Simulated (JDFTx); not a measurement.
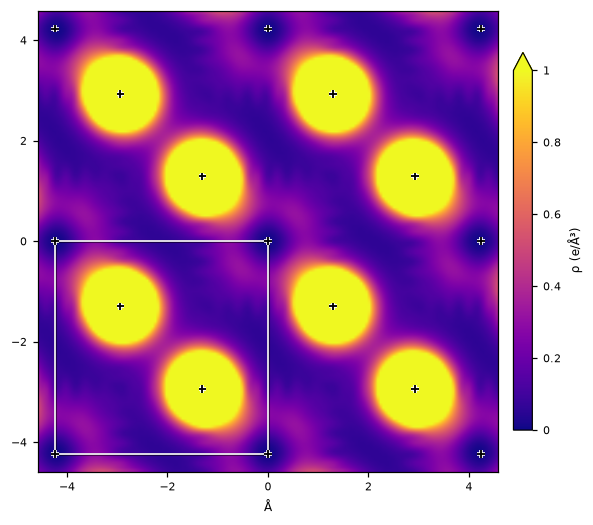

The valence electron density on a plane through atoms (crosses mark nuclei in the plane).

Theory: Kohn-Sham DFT of a periodic cell, PBEsol, PseudoDojo-SR-PBEsol-0.4.1-standard in JDFTx 1.7.0 (patched build).

Candidates:
A. KBr, a = 6.60 Å, b = 6.60 Å, c = 6.60 Å, α = 90.00°, β = 90.00°, γ = 90.00°. Space group Fm-3m.
B. SiO$_{2}$, a = 2.69 Å, b = 4.23 Å, c = 4.23 Å, α = 90.00°, β = 90.00°, γ = 90.00°. Space group P1; a structure from a database of computed crystals, not necessarily the ambient phase; changed on purpose from its base cell (atoms moved at random by about 0.05 A); not relaxed (largest force 1.3 eV/Å); computed pressure about −8 GPa in this cell.
C. AlN, a = 4.37 Å, b = 4.37 Å, c = 4.37 Å, α = 90.00°, β = 90.00°, γ = 90.00°. Space group F-43m; a structure from a database of computed crystals, not necessarily the ambient phase.

### Which system is this?

Candidate B: SiO$_{2}$ on the (100) plane of the conventional cell, which holds Si and O. Si–O (1.83 Å): the density is about 0.79 e/Å³ at the midpoint.
